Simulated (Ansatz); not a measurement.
HfN: geometry relaxation (part 2 of 2)

Continued. System: HfN (P1, 2 atoms in the cell). Method: DFT PBEsol, scalar-relativistic, plane waves, PAW, no spin polarisation (Ansatz 0.2.0); cutoff 420 eV, 12×12×12 k-mesh, Gaussian smearing of 0.15 eV. The structure derives from a Materials Project entry. It belongs to a series of runs on one base structure; here: all atoms moved at random, sigma 0.1 A a component; relaxed back.

Geometry of the input (Å; fractional positions):
```
0.0000  2.4335  2.4335
2.4335  0.0000  2.4335
2.4335  2.4335  0.0000
Hf 0.0129  -0.0067  0.0147
N  0.7371  0.7567  0.7353
```

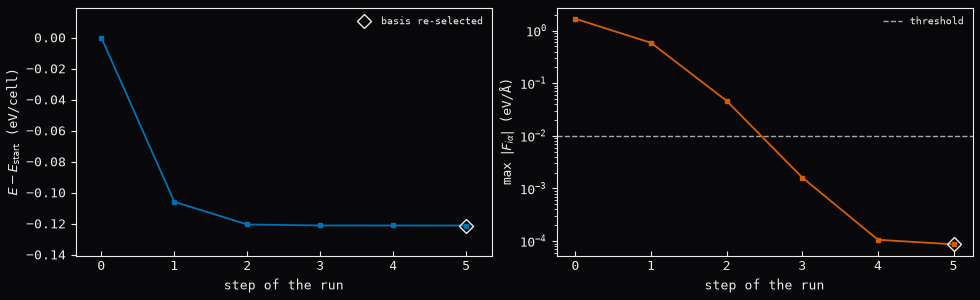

Figure 1. Progress of the relaxation, step by step (the first geometry is step 0 here and step 1 in the log).

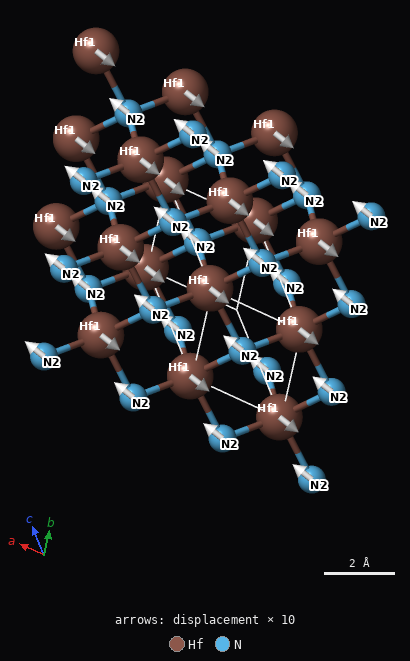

Figure 2. The starting structure with the displacements as white arrows, magnified 10 times (ball-and-stick view of the cell of the calculation, repeated 2 × 2 × 1, with bonded neighbours outside it, seen at an oblique angle). The energy falls by 0.121 eV per cell of the calculation in 4 geometry steps. The largest force component goes from 1.7 to under 0.0001 eV/Å. The pressure goes from 2.14 to 0.02 GPa. The largest moves, 0.072 Å, are those of Hf1 and N2. By element the largest moves are Hf 0.072 Å, N 0.072 Å. The cell stays as it was. Distances before and after: Hf1–N2 2.227 → 2.108 Å. Among the angles that change: N2–Hf1–N2 115.6° → 109.5°, Hf1–N2–Hf1 115.6° → 109.5°, N2–Hf1–N2 103.7° → 109.5°. The space group (tolerance 0.01 Å) goes from P1 (No. 1) to F-43m (No. 216). A last SCF at the same geometry on a re-selected plane-wave basis shifts the energy by next to nothing (0.0 meV per cell of the calculation). (Atoms are counted from 1 in the order of the input.)

```
basis re-selected at this cell: Δ(F+E_penalty+E_count) = -1.493e-5 eV, ΔP = +0.020 GPa vs the last step (what re-selecting the basis moved, of the pressure what is left beyond the Pulay correction that the steps carried, after the strain that the cell walked since its last selection, with what the two solves' SCF thresholds leave and, on support functions, any second-order correction that the steps lacked; it is no measure of the basis error at this ecutwfc). This SCF's stress stands 2.57e-2 GPa from its target on what of the cell is left free (relax.cell.stress_tol is 1.00e-1 GPa) and its largest allowed force component is 8.69e-5 eV/Å (relax.f_tol is 1.00e-2 eV/Å): within both
SCF converged after 5 iterations
Free energy (F): -15979.570645 eV
Harris-Foulkes:  -15979.570645 eV  (|F-HF|=5.46e-12)
Internal energy: -15979.559599 eV  (E = F + TS)
E sigma→0 (E₀):  -15979.565122 eV
Entropy (-TS):   -0.011046 eV (-5.523 meV/atom)
Fermi energy:    18.195640 eV
--- Per-component energies (eV) ---
  E_band       = 17.708697
  E_kinetic    = 554.673941
  E_local      = -5585.485094  (includes V_loc(G=0)·N_el)
  E_nonlocal   = -1191.942480
  E_hartree    = 2591.561845
  E_xc         = -357.454463
  E_vxc        = -342.324720  (∫ρ·V_xc dr)
  E_paw        = -6930.155137  (= ΣΔE_a)
  E_vpaw       = 1399.663282  (= ΣTr[D̂ρ^β])
  E_aug_tail   = 0.000091  (compensation charges beyond the density's cutoff)
  E_ewald      = -5062.037493
  E_core_change = 1.279190  (= ΣΔE_core)
  E_smearing   = -0.011046  (= −TS)
  E_closure    = -0.000000  (closes the sum)
  Σ components = -15979.570645   (vs F -15979.570645, Δ=0.00e0)
--- Forces (eV/Å), atoms counted from 1 ---
  atom   1  Hf     0.00008370     0.00005183     0.00008677
  atom   2  N     -0.00008418    -0.00005321    -0.00008709
  max |Σ_I F_I| component: 1.38e-6 eV/Å
--- Stress (GPa, compression-positive) ---
        0.022375       0.000386      -0.003513
        0.000386       0.017930      -0.000193
       -0.003513      -0.000193       0.021858
  P = ⅓ Tr σ = 0.0207 GPa (0.207 kbar)
--- Band table (eV; the first three rows and the last of 868) ---
  k-point 0: bands = ["-44.2068", "-12.7883", "-12.7883", "-12.7882", "1.8204", "5.8464", "5.8464", "5.8464", "5.9229", "5.9229", "5.9229", "5.9959", "12.6159", "12.6160", "12.6162", "17.5735", "20.4326", "20.4330", "24.9351", "24.9355"]
  k-point 1: bands = ["-44.2052", "-12.8257", "-12.7930", "-12.7930", "1.9076", "5.8468", "5.8482", "5.8482", "5.9197", "5.9197", "5.9230", "5.9996", "12.4587", "12.6698", "12.6700", "17.9516", "20.3098", "20.3102", "24.7405", "25.1139"]
  k-point 2: bands = ["-44.2008", "-12.9262", "-12.8059", "-12.8059", "2.1403", "5.8485", "5.8530", "5.8530", "5.9117", "5.9117", "5.9232", "6.0077", "12.1670", "12.8099", "12.8100", "18.8439", "20.0909", "20.0911", "24.3136", "25.4009"]
  k-point 867: bands = ["-44.1829", "-13.3150", "-12.8583", "-12.8583", "2.9857", "5.8582", "5.8582", "5.8828", "5.8982", "5.8982", "5.9244", "5.9720", "12.3974", "13.2222", "13.2225", "19.7777", "20.9527", "20.9532", "22.4745", "23.5842"]
--- Relaxed structure (5 steps of the walk, 5 accepted, 1 SCFs on fresh bases) ---
  F+E_penalty+E_count = -15979.57064495 eV   max|allowed force component| = 8.693e-5 eV/Å   (the final SCF, on the basis selected at the relaxed cell)
  cell:  # Å, volume = 28.8374 Å³
    - [5.185399454008956e-5, 2.433991238160097, 2.433923334875338]
    - [2.4339563411525527, 9.928620569132923e-6, 2.4339652602493094]
    - [2.433906945622771, 2.433983768004287, 5.932415035072475e-5]
  atoms:
    - { symbol: Hf, position: [-4.0918640015198545e-6, 2.225262516206599e-6, -5.2555628788954e-6] }
    - { symbol: N, position: [0.7500040918640017, 0.7499977747374837, 0.7500052555628791] }
```

Trajectory as extended XYZ (Å, eV, eV/Å), 6 frames, from step=1 to step=6
```
2
Lattice="0.0000 2.4335 2.4335 2.4335 0.0000 2.4335 2.4335 2.4335 0.0000" Properties=species:S:1:pos:R:3:forces:R:3 step=1 energy=-15979.44942 pressure_GPa=2.14
Hf    0.0196    0.0673    0.0152   -0.3666  -1.6787  -0.2074
N     3.6307    3.5830    3.6351    0.3666   1.6786   0.2074
2
Lattice="0.0024 2.4361 2.4316 2.4350 -0.0003 2.4342 2.4321 2.4357 0.0027" Properties=species:S:1:pos:R:3:forces:R:3 step=2 energy=-15979.55535 pressure_GPa=0.45
Hf    0.0052    0.0243    0.0029   -0.1111  -0.5863  -0.0456
N     3.6468    3.6293    3.6484    0.1112   0.5865   0.0456
2
Lattice="-0.0043 2.4343 2.4270 2.4214 0.0006 2.4221 2.4274 2.4353 -0.0053" Properties=species:S:1:pos:R:3:forces:R:3 step=3 energy=-15979.56998 pressure_GPa=1.18
Hf   -0.0012    0.0041   -0.0023    0.0283  -0.0461   0.0443
N     3.6346    3.6485    3.6351   -0.0283   0.0462  -0.0443
2
Lattice="0.0008 2.4354 2.4334 2.4340 0.0000 2.4342 2.4330 2.4352 0.0010" Properties=species:S:1:pos:R:3:forces:R:3 step=4 energy=-15979.57062 pressure_GPa=0.01
Hf   -0.0001   -0.0003   -0.0001    0.0013  -0.0002   0.0016
N     3.6510    3.6533    3.6514   -0.0013   0.0003  -0.0016
2
Lattice="0.0001 2.4340 2.4339 2.4340 0.0000 2.4340 2.4339 2.4340 0.0001" Properties=species:S:1:pos:R:3:forces:R:3 step=5 energy=-15979.57063 pressure_GPa=0.00
Hf    0.0000    0.0000    0.0000    0.0001   0.0000   0.0001
N     3.6509    3.6510    3.6510   -0.0001   0.0000  -0.0001
2
Lattice="0.0001 2.4340 2.4339 2.4340 0.0000 2.4340 2.4339 2.4340 0.0001" Properties=species:S:1:pos:R:3:forces:R:3 step=6 energy=-15979.57064 pressure_GPa=0.02
Hf    0.0000    0.0000    0.0000    0.0001   0.0001   0.0001
N     3.6509    3.6510    3.6510   -0.0001  -0.0001  -0.0001
```

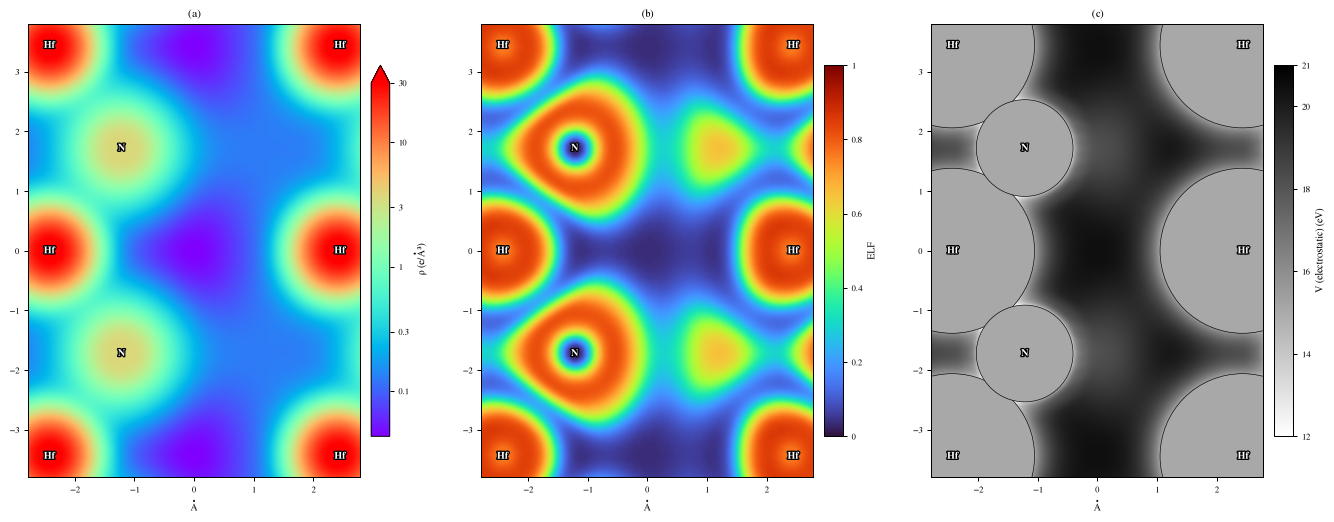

Figure 3. (a) valence charge density (pseudo); (b) electron localisation function; (c) electrostatic potential (local pseudopotential plus Hartree) felt by an electron on the (011) plane of the conventional cell. Grey discs, where drawn, cover atomic cores. Atoms in the plane: Hf and N. Hf–N (2.11 Å): the density is about 0.78 e/Å³ at the midpoint; the ELF peaks at about 0.80 in the valence shell of N, 0.6 Å from its nucleus, and drops to about 0.25 between the two atoms (a polar contact without a shared pair, in a metal). Away from the nuclei the density in this plane falls to 0.04 e/Å³ at its lowest.  The strong features right at Hf lie inside the PAW spheres (semicore, d or f shells) and say nothing about bonding. Outside the cores the potential energy rises away from the atoms and is highest about 2.1 Å from the nearest atoms; outside the discs it spans about 8 eV, and its zero is arbitrary. In a PAW calculation such maps are meaningful between the atoms, not at the nuclei.

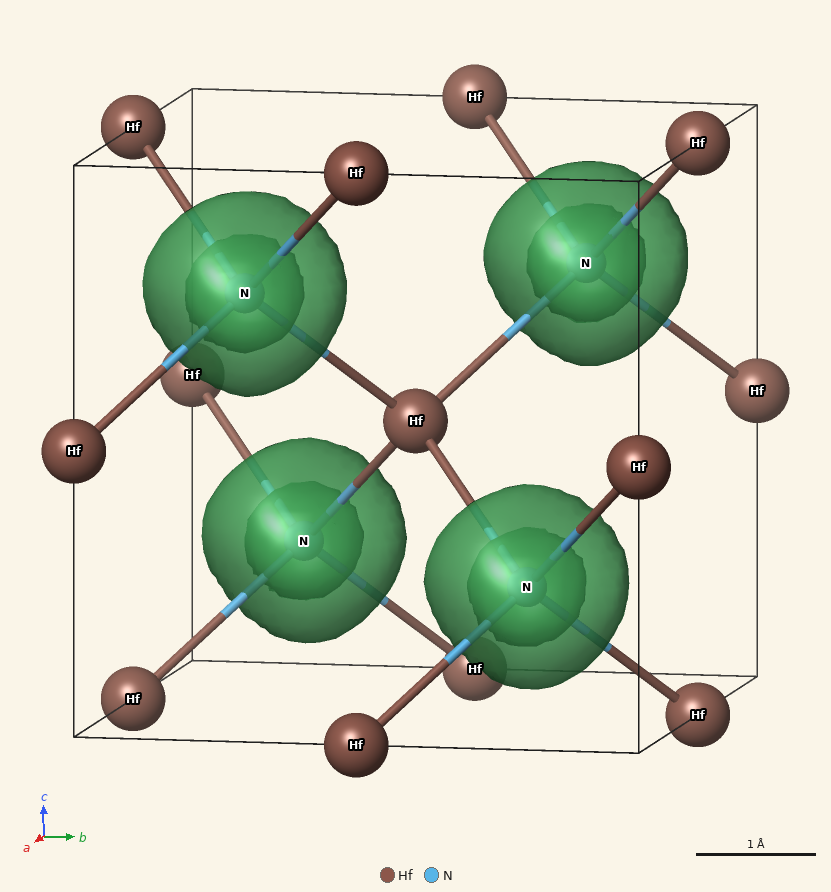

Figure 4. Isosurface of the electron localisation function at 0.75 (green), seen slightly off an axis. Only the valence region is drawn (cores and ρ < 0.01 e/Å³ removed). Sticks mark near contacts. The outline is the cell set on symmetry axes. Along the contacts the grid gives the following. Hf–N (2.11 Å): the ELF peaks at about 0.80 in the valence shell of N, 0.6 Å from its nucleus, and drops to about 0.25 between the two atoms; a polar contact without a shared pair, in a metal.
